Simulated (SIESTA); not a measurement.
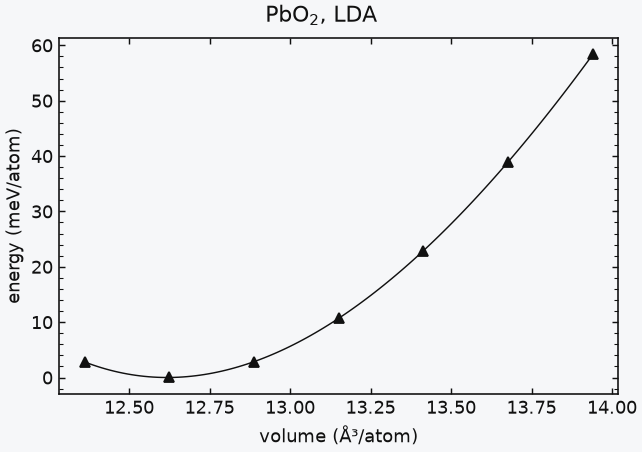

The figure shows the energy against volume for PbO₂, space group Fm-3m (No. 225).

Starting cell:
```xyz
3
Lattice="0.0000 2.7020 2.7020 2.7020 0.0000 2.7020 2.7020 2.7020 0.0000" Properties=species:S:1:pos:R:3 pbc="T T T"
Pb    0.0000    0.0000    0.0000
O     4.0530    4.0530    4.0530
O     1.3510    1.3510    1.3510
```

Method: DFT in numerical atomic orbitals with pseudopotentials, no spin polarisation; energies at scaled volumes of the given cell, shape and fractions fixed, counted from the fit's minimum, third-order Birch-Murnaghan fit (SIESTA 5.4.2). Level: LDA.

- k mesh: 9×9×9
- occupations: Fermi–Dirac
- smearing width: 0.05 eV
- potentials: PseudoDojo 0.4 standard, converted to PSML, two zetas on semicore shells
- program settings: basis DZP, mesh cutoff 800 Ry

What equilibrium volume and bulk modulus follow from the curve?

A third-order Birch–Murnaghan fit gives V0 = 12.62 Å³/atom, B0 = 166 GPa and B′ = 5.2.

Keep in mind: mulliken charges of long orbitals; spin-orbit coupling left out, heavy elements.

The computed values:

```json
{"volume (Å³/atom)": "12.36", "energy (meV/atom)": "2.79"}
{"volume (Å³/atom)": "12.62", "energy (meV/atom)": "0.01"}
{"volume (Å³/atom)": "12.89", "energy (meV/atom)": "2.86"}
{"volume (Å³/atom)": "13.15", "energy (meV/atom)": "10.68"}
{"volume (Å³/atom)": "13.41", "energy (meV/atom)": "22.94"}
{"volume (Å³/atom)": "13.68", "energy (meV/atom)": "38.93"}
{"volume (Å³/atom)": "13.94", "energy (meV/atom)": "58.35"}
```
